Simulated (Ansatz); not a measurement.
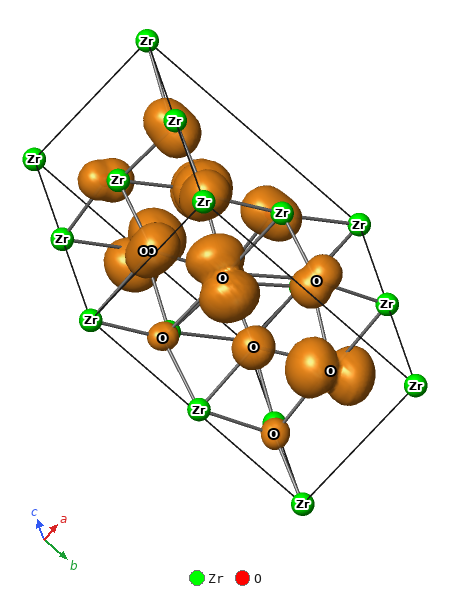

Figure 1: Zr₇O₁₆ (cell with a defect). Isosurface of the spin density at +0.03 e/Å³ (orange), seen at an oblique angle. Sticks mark near contacts.

Spin-polarised.

The calculation used DFT PBE, scalar-relativistic, plane waves, PAW in Ansatz.

Core electrons are frozen (PAW), and the valence fields are smoothed inside the atomic spheres.

Question: Which atoms carry the moments, and with what signs?

Answer: The spin density sits on O: +0.7 μB (×4) in one cell of 23 atoms, with smaller moments on other sites: O (up to +0.16 μB): parallel main moments (a ferromagnetic arrangement) in this solution. The cell of the calculation (23 atoms) carries 4.0 μB of net spin moment.
